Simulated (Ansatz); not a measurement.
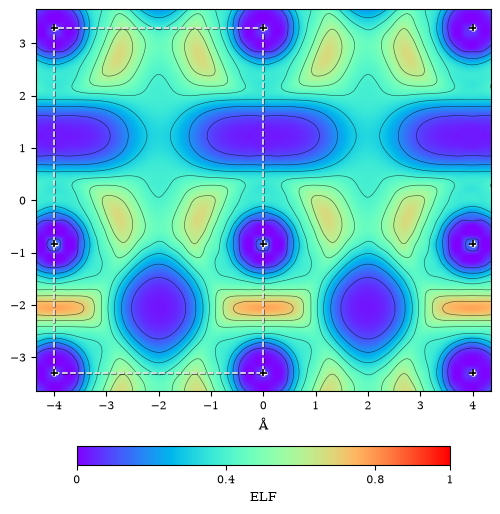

The electron localisation function on a plane through atoms (crosses mark nuclei in the plane).

All numbers below come from Ansatz, DFT PBEsol, scalar-relativistic, plane waves, PAW.

Candidates:
A. Ge, a = 4.00 Å, b = 4.00 Å, c = 6.59 Å, α = 90.00°, β = 90.00°, γ = 120.00°. Space group P6₃/mmc; a structure from a database of computed crystals, not necessarily the ambient phase.
B. TiCo, a = 3.84 Å, b = 4.47 Å, c = 2.94 Å, α = 90.00°, β = 90.00°, γ = 90.00°. Space group Cmmm; a structure from a database of computed crystals, not necessarily the ambient phase; changed on purpose from its base cell (strain -0.1500 x Voigt [0, 0, 0, 0, 1, 0], atoms carried along); computed pressure about 2 GPa in this cell; spin-polarised.
C. Ag, a = 2.87 Å, b = 4.97 Å, c = 5.50 Å, α = 116.85°, β = 105.12°, γ = 90.00°. Space group P6₃/mmc.

### Which system is this?

Candidate A: Ge on the (100) plane of the conventional cell, which holds Ge. Ge–Ge (2.47 Å): the ELF peaks at about 0.75 between the atoms.
